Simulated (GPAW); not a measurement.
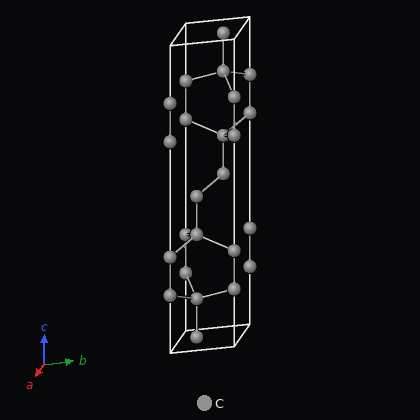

C, space group P6_3/mmc (No. 194), a = 2.522 Å, b = 2.522 Å, c = 12.356 Å, α = 90.00°, β = 90.00°, γ = 120.00°

| site | Wyckoff | x | y | z |
| --- | --- | --- | --- | --- |
| C1 | 4f | 0.6667 | 0.3333 | 0.3542 |
| C2 | 4f | 0.6667 | 0.3333 | 0.4792 |
| C3 | 4e | 0.0000 | 0.0000 | 0.8125 |

Source: an entry of the Crystallography Open Database, as set up for an electronic-structure calculation.

Question: Compute the Voronoi cell of each site (no radii): faces and volume.

Answer:
```tsv
site	faces above 1 % of the sphere	volume (Å³)	solid angle by neighbour (%)
C1	5	5.61	C 100
C2	4	5.67	C 100
C3	10	5.73	C 100
```

Weighted by multiplicity the volumes add up to the cell volume, 68.1 Å³.

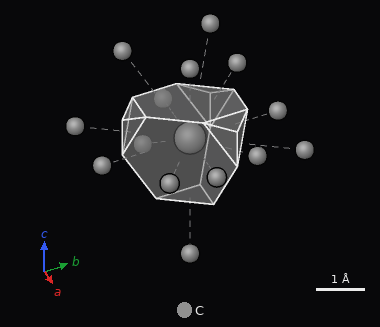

The computed Voronoi cell of C1, with the neighbours that bound it.
